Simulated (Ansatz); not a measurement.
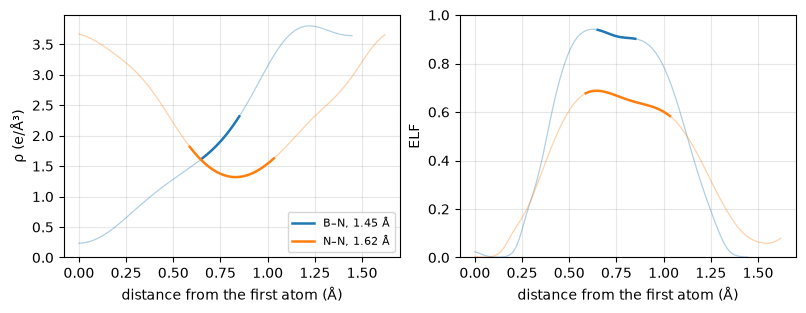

Figure 1: B₃N₄ (slab). Valence pseudo-density and electron localisation function along straight lines between neighbouring atoms. Thin, pale parts lie inside the atomic spheres.

The SCF solution may not be the lowest one; the program warned that a starting moment wasn't kept; spin-polarised.

Theory: Ansatz, DFT PBE+D3(BJ), scalar-relativistic, plane waves, PAW.

Core electrons are frozen (PAW), and the valence fields are smoothed inside the atomic spheres.

What can be read from the curves?

B–N (1.45 Å): ρ is about 1.8 e/Å³ halfway; the ELF peaks at about 0.95 between the atoms.
N–N (1.62 Å): ρ at the midpoint is about 1.3 e/Å³; the ELF peaks at about 0.70 between the atoms.
